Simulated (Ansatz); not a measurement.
System: Ni.

```
Ni
1.0
     4.04165    0.00000    0.00000
    -2.02083    3.50017    0.00000
     0.00000    0.00000    2.42835
Ni
3
Direct
  0.00000 0.00000 0.00000
  0.33333 0.66667 0.50000
  0.66667 0.33333 0.50000
```

Space group P6/mmm; set up as Ni, omega (AlB2-type); a generated structure, not necessarily the stable one; changed on purpose from its base cell (volume × 1.08); computed pressure about −14 GPa in this cell; computed without spin polarisation.

The calculation used DFT, r2SCAN, plane waves (500 eV) with PAW, scalar-relativistic (Ansatz).

### Predict the valence pseudo-density and electron localisation function between the atoms.

Ni–Ni (2.43 Å): ρ at the midpoint is about 0.34 e/Å³; the ELF is about 0.25 at the midpoint (no shared electron pair shows on this line).

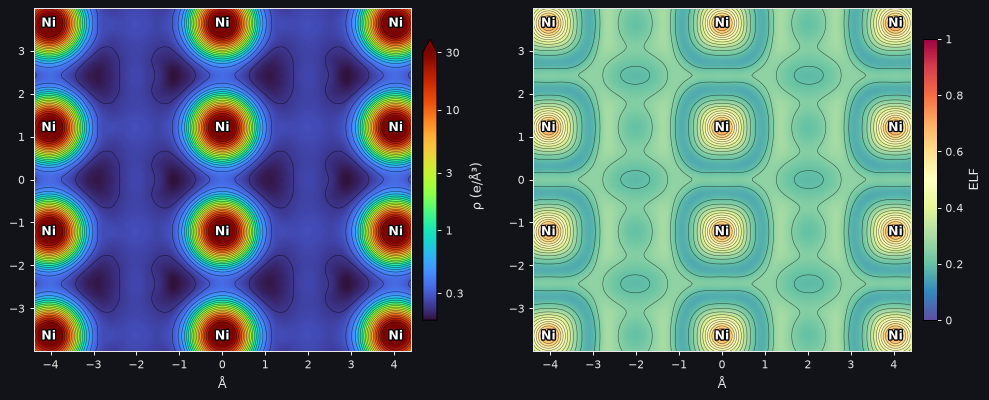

Computed valence pseudo-density and electron localisation function on the (100) plane of the conventional cell, in this order. 

Core electrons are frozen (PAW), and the valence fields are smoothed inside the atomic spheres.
